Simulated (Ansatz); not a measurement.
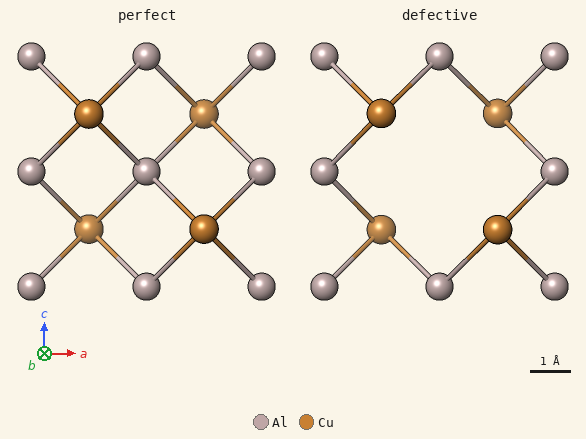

Left: perfect Al$_{2}$Cu. Right: the same region with one point defect, after relaxing the atoms in a supercell of 12 sites. A ball-and-stick model of the atoms within 4.6 Å of one point, in a slice 5.0 Å thick across the line of sight, seen along the b axis.

These are results of DFT PBE, scalar-relativistic, plane waves, PAW in Ansatz 0.2.0, not measurements. (plane-wave cutoff 420 eV; k-point mesh 5 × 5 × 5; occupations gaussian; smearing width 0.1 eV; no spin polarisation) The cell is small and the k-mesh coarse, so the numbers are rough. The axes drawn are those of the host's conventional cell.

**What kind of defect was made?**

An aluminium atom is taken out (a vacancy).

The charge state of the cell is 0.

**What does the relaxation do around it?**

Around the empty Al site the host had 4 Cu at 2.50 Å, 6 Al at 2.89 Å; after relaxation the nearest atoms are 4 Cu at 2.53 Å, 6 Al at 2.89 Å. Of the host's atoms, a copper atom moves furthest from its site, by 0.02 Å. At a tolerance of 0.02 Å the relaxed supercell has space group P-43m.
